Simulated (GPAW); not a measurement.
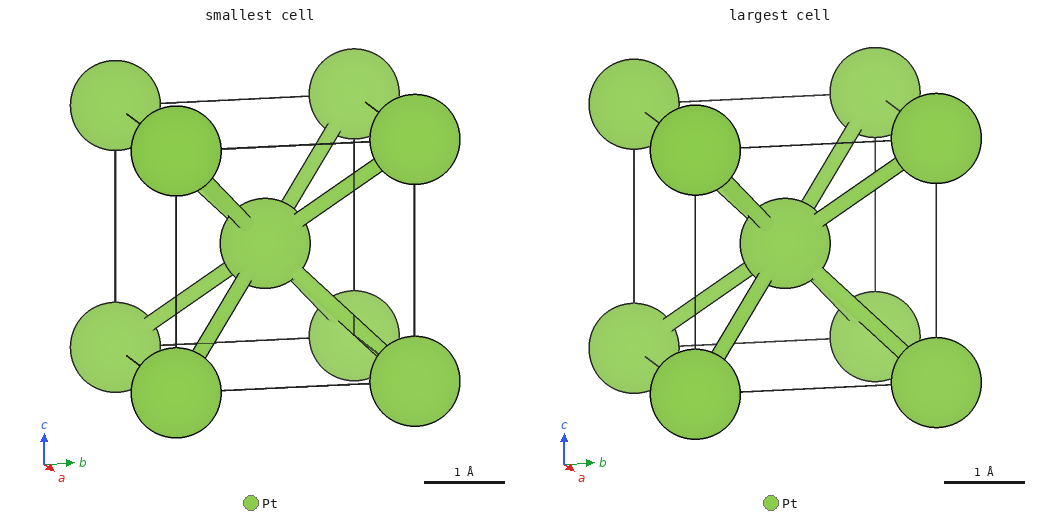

Pt, body-centred cubic (W type), space group Im-3m (No. 229), relaxed (cell and atoms, zero pressure) with five choices of dispersion term on top of PBEsol; the smallest and the largest of the relaxed conventional cells are drawn to one scale (sticks follow a distance rule). The start was a structure listed in the Materials Project. This isn't the form of Pt at room conditions, which is fcc.

Alike in all runs: GPAW 26.7.0; functional PBEsol; potentials PAW data sets generated in the run's folder for this functional; cutoff 600 eV; k mesh 12 × 12 × 12 on the run's cell of 1 atom; occupations fermi-dirac, width 0.05 eV; no spin polarisation; no spin-orbit coupling. All runs are metallic.

| level | volume (Å³/atom) | a (Å) |
| --- | --- | --- |
| D3 | ? | ? |
| D4 | 14.94 | 3.103 |
| D3(BJ) | 14.75 | 3.090 |
| none | 15.17 | 3.119 |
| D3(BJ)-ATM | 14.87 | 3.098 |

> Fill in the row of D3.

Volume 14.77 Å³/atom; a 3.092 Å. That is between D3(BJ) and D3(BJ)-ATM in volume.

> Order the levels by the relaxed volume, smallest first.

D3(BJ) (14.75 Å³/atom), D3 (14.77 Å³/atom), D3(BJ)-ATM (14.87 Å³/atom), D4 (14.94 Å³/atom), none (15.17 Å³/atom). Rows within a few tenths of a per cent can't be told apart.

Caveat: later steps reuse the first step's grids; pairwise dispersion terms can overbind metals strongly; spin-orbit coupling is left out, which matters for Pt, if less for volumes and forces than for levels.
